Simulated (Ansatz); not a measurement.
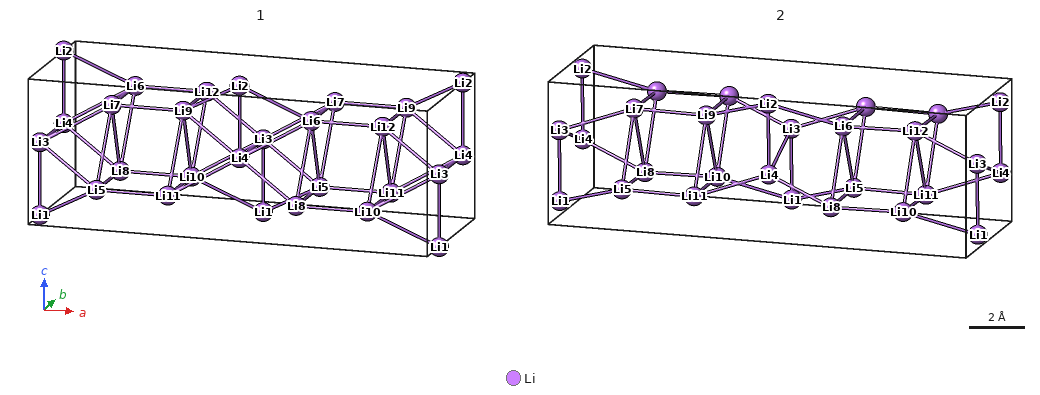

Two geometries of crystalline Li (built on the database_64 type), drawn at one scale. One is the start of a relaxation, the other its converged end. Style: ball-and-stick. Shown: the conventional cell (2 times the calculation's cell), slightly off an axis. Lengths and directions refer to the drawn axes.

All numbers below come from DFT PBE, scalar-relativistic, plane waves, PAW in Ansatz 0.2.0. Settings: plane-wave cutoff 420 eV; k-point mesh 8 × 8 × 8; occupations gaussian; smearing width 0.1 eV; no spin polarisation; cell and atoms relaxed; force threshold 0.01 eV/Å; at most 80 steps.

### Which of the two is the end point?

Structure 1 is the relaxed one. Case: structure listed in a database for this formula (Cmce, No. 64). Over 7 accepted moves (9 points after the start) the energy falls by 87.9 meV per cell of the calculation. Largest force component: 0.036 eV/Å at the start, 0.0022 eV/Å at the end. Pressure: 0.08 GPa at the start and 0.00 GPa at the end. The line search rejected the trial step at point 4 of the run. At 1 point the geometry stayed and the basis and grid were re-selected for the new cell (energy shift of less than 0.05 meV per cell of the calculation at most each time). The largest moves relative to the cell, 0.54 Å, are those of Li1, Li2, Li3 and Li4. Li4 goes along +c. The drawn cell changes as follows: a 16.093 → 15.372 Å (−4.5 %), b 5.575 → 5.761 Å (+3.3 %), c 5.407 → 5.518 Å (+2.1 %); the volume changes by +0.7 %. Among the contacts that change: Li1–Li12 3.298 → 2.975 Å, Li10–Li12 3.076 → 3.325 Å, Li1–Li2 3.044 → 2.879 Å, Li1–Li10 2.869 → 2.976 Å. Bond angles that change, for instance: Li3–Li4–Li3 138.4° → 179.9°, Li2–Li4–Li3 112.6° → 89.9°, Li2–Li4–Li3 68.3° → 90.1°. The space group (tolerance 0.01 Å) goes from Cmce (No. 64) to Pmma (No. 51). The run took of the order of 6 core-minutes on a shared host.
